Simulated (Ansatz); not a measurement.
System: Cs, space group Im-3m (No. 229) (one of a set of cubic test structures, which need not be the stable phase).

Computed with Ansatz 0.2.0 development build: equation of state of a cubic crystal from periodic Kohn-Sham density functional theory without spin; pressure corrected for the finite basis. Level: r2SCAN.

structure type bcc; atoms in cell 1; space group number 229; lattice centring body-centred primitive; k mesh 8×8×8; occupation method Fermi–Dirac; occupation width 0.1 eV; wave cutoff 500 eV; datasets soft-1 PAW; density tolerance 1.1e−07 eV; bands 9; density cutoff ratio 4; search for lower states default.

Describe the result: the energy above the lowest point and pressure against volume. The volume takes the values 107.3, 110.8, 114.3, 117.8, 121.3 Å³/atom.

The energy above the lowest point falls from 14.3 meV/atom at volume 107.3 Å³/atom to 0.0 meV/atom at 121.3 Å³/atom. The pressure falls from 0.32 GPa at volume 107.3 Å³/atom to 0.03 GPa at 121.3 Å³/atom.

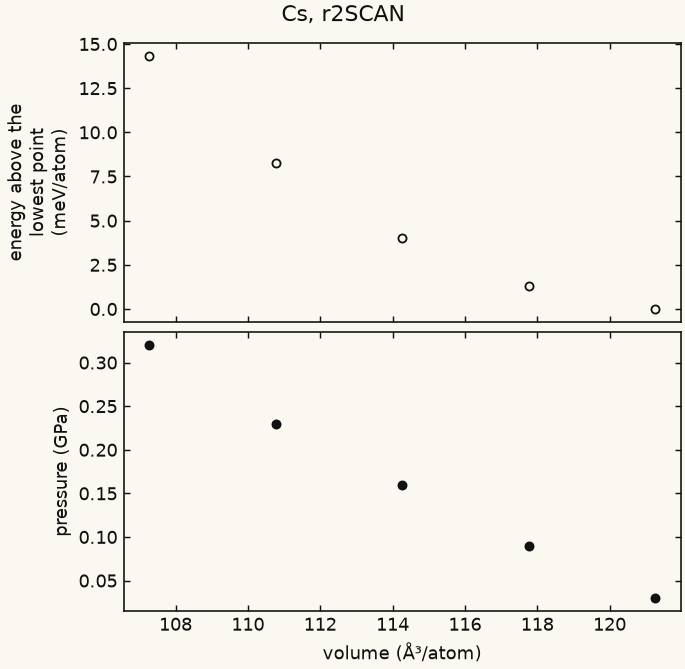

Keep in mind: the volumes run don't bracket the minimum of the energy, so any equilibrium value is extrapolated.
